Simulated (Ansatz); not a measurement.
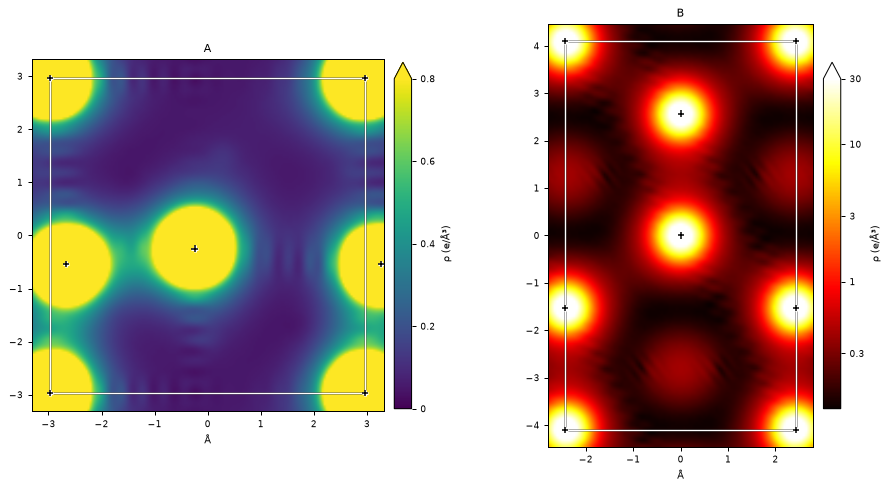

The valence electron density of 2 systems, each on a plane through atoms (crosses mark nuclei in the plane).

Computed with Kohn-Sham DFT of a periodic cell, PBEsol, Ansatz PAW (Ansatz 0.2.0).

System 1: FeGe2, the (11̄0) plane of the conventional cell. Space group I4/mcm; a structure from a database of computed crystals, not necessarily the ambient phase; spin-polarised.

System 2: Ge, the (001) plane of the conventional cell. Space group P4₃2₁2; not relaxed (largest force 0.9 eV/Å).

```xyz
12
Lattice="5.9300 0.0000 0.0000 0.0000 5.9300 0.0000 0.0000 0.0000 6.9800" Properties=species:S:1:pos:R:3 pbc="T T T"
Ge    2.2237    0.9885    5.2350
Ge    1.9765    5.1887    3.4900
Ge    3.7062    4.9415    1.7450
Ge    3.9535    0.7412    0.0000
Ge    5.1887    1.9765    3.4900
Ge    4.9415    3.7062    5.2350
Ge    0.7412    3.9535    0.0000
Ge    0.9885    2.2237    1.7450
Ge    3.4097    2.5202    1.7450
Ge    5.4852    5.4852    3.4900
Ge    2.5202    3.4097    5.2350
Ge    0.4447    0.4447    0.0000
```

> Match each panel to its system.

Panel A is system 2, Ge: the plane holds Ge. Ge–Ge (2.44 Å): the density is about 0.49 e/Å³ at the midpoint. Panel B is system 1, FeGe2: the plane holds Ge. Ge–Ge (2.57 Å): ρ is about 0.42 e/Å³ halfway.
